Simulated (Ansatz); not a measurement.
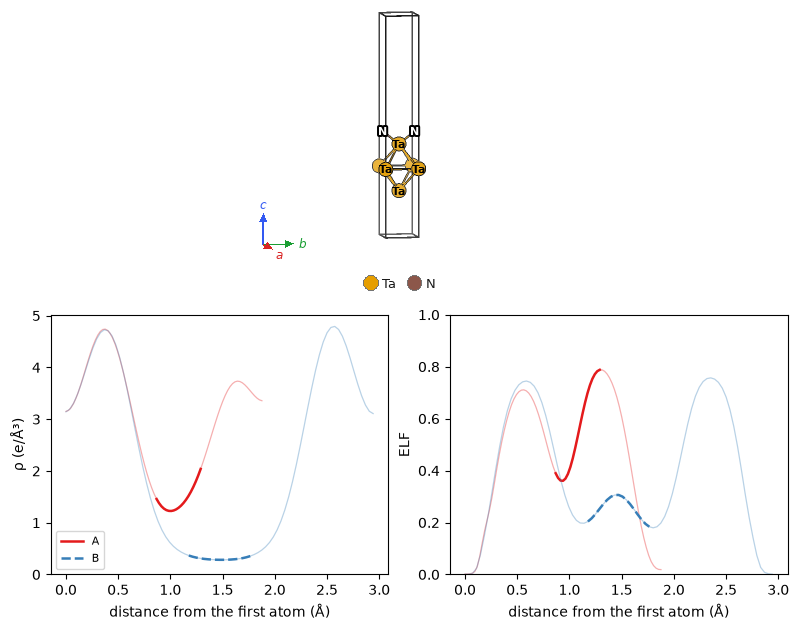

The picture shows: Ta$_{3}$N (slab). Valence charge density (pseudo) and ELF along straight lines between neighbouring atoms. Thin, pale parts lie inside the atomic spheres. The structure is drawn too.

A point of a scan over the structure, not its minimum; not relaxed (largest force 1.9 eV/Å); PAW files of the earlier set (soft_1).

Level of theory: DFT PBEsol, scalar-relativistic, plane waves, PAW (Ansatz).

In a PAW calculation such maps are meaningful between the atoms, not at the nuclei.

Which curve belongs to which contact (Ta–N and Ta–Ta)? The first atom named is at distance zero.

Curve A: Ta–N (1.88 Å): ρ at the midpoint is about 1.3 e/Å³; the ELF peaks at about 0.80 in the valence shell of N, 0.6 Å from its nucleus, and drops to about 0.35 between the two atoms. Curve B: Ta–Ta (2.94 Å): the density is about 0.28 e/Å³ at the midpoint; the ELF is about 0.30 at the midpoint.
